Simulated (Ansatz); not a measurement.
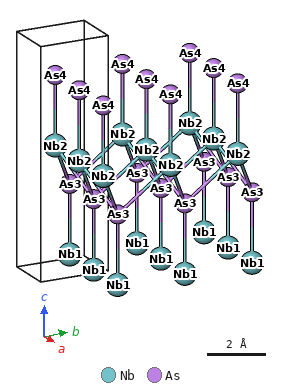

This is the input geometry for a relaxation of a crystal of NbAs (a generated structure, set up in P6_3mc). Style: ball-and-stick. Shown: the cell of the calculation, repeated 3 × 3 × 1 with one cell outlined, slightly off an axis.

Case: N → As, Ta → Nb on all its sites, cell and atoms relaxed.

Level of theory: Ansatz 0.2.0, DFT PBEsol, scalar-relativistic, plane waves, PAW.

The input:
```yaml
crystal:
  lattice:
    - [3.3137601841, 0.0, 0.0]
    - [-1.656880092, 2.8698005015, 0.0]
    - [0.0, 0.0, 8.3650886962]
  atoms:
    - { symbol: Nb, position: [0.3333333333, 0.6666666667, 0.0427511216] }
    - { symbol: Nb, position: [0.6666666667, 0.3333333333, 0.5427511216] }
    - { symbol: As, position: [0.3333333333, 0.6666666667, 0.3422488784] }
    - { symbol: As, position: [0.6666666667, 0.3333333333, 0.8422488784] }
basis:
  ecutwfc: 420
kpoints:
  mp_grid: { grid: [12, 12, 6] }
hamiltonian:
  xc: pbesol
scf:
  occupations: { method: gaussian, width: 0.1 }
output:
  forces: true
  stress: true
  eigenvalues: true
relax:
  adjacent_minimum: "off"
  f_tol: 0.01
  max_steps: 60
  cell: { stress_tol: 0.1 }
```

Launched with:
```bash
ansatz run input.yaml --threads 1 --pin off --max-ram 2560MiB --backend cpu --events-out ev --progress --plain --runs-dir out
```

Predict the outcome.

The largest moves relative to the cell, 0.005 Å, are those of Nb1, Nb2, As3 and As4. As4 goes along −c. By element the largest moves are As 0.005 Å, Nb 0.005 Å. The drawn cell changes as follows: a = b 3.314 → 3.295 Å (−0.6 %), c 8.365 → 8.416 Å (+0.6 %); the volume changes by −0.5 %. Near-neighbour distances that change, for instance: Nb1–As3 2.505 → 2.511 Å, Nb1–As4 2.544 → 2.549 Å. The space group stays P6_3mc (No. 186). The energy falls by 1.4 meV per cell of the calculation in 3 accepted moves (4 points after the start). The largest force component goes from 0.024 to 0.0021 eV/Å. Pressure: 0.17 GPa at the start and 0.06 GPa at the end. The SCF was repeated once at an unchanged geometry on a basis and grid sized afresh for the cell, which shifted the energy by 0.1 meV per cell of the calculation at most.
